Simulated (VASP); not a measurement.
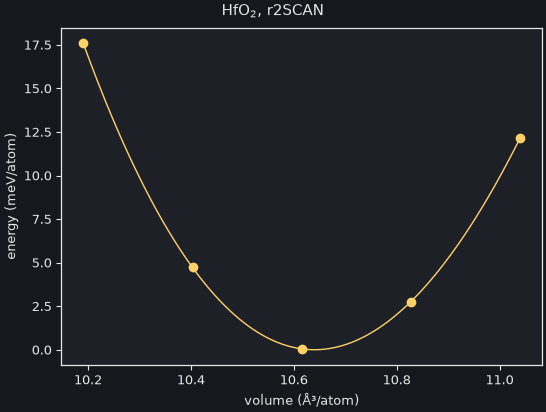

The figure shows the energy against volume for HfO₂, space group Fm-3m (No. 225).

The given structure:
```
Hf O
1.0
     0.00000    2.51580    2.51580
     2.51580    0.00000    2.51580
     2.51580    2.51580    0.00000
Hf O
1 2
Direct
  0.00000 0.00000 0.00000
  0.75000 0.75000 0.75000
  0.25000 0.25000 0.25000
```

Calculation (VASP 6.6.1): plane-wave DFT, no spin polarisation; energies at scaled volumes of the given cell, shape and fractions fixed, counted from the fit's minimum, third-order Birch-Murnaghan fit. Level: r2SCAN.

| setting | value |
| --- | --- |
| k mesh | 8×8×8 |
| occupations | Gaussian |
| smearing width | 0.02 eV |
| potentials | VASP PAW PBE potentials, recommended |
| wave cutoff | 520 eV |

From this curve and the settings, what does the calculation give for the pressure at the same points?

The pressure falls from 12.79 GPa at volume 10.19 Å³/atom to −9.75 GPa at 11.04 Å³/atom, and changes sign near 10.63 Å³/atom.

```csv
volume (Å³/atom),pressure (GPa)
10.19,12.79
10.40,6.23
10.62,0.33
10.83,-4.98
11.04,-9.75
```
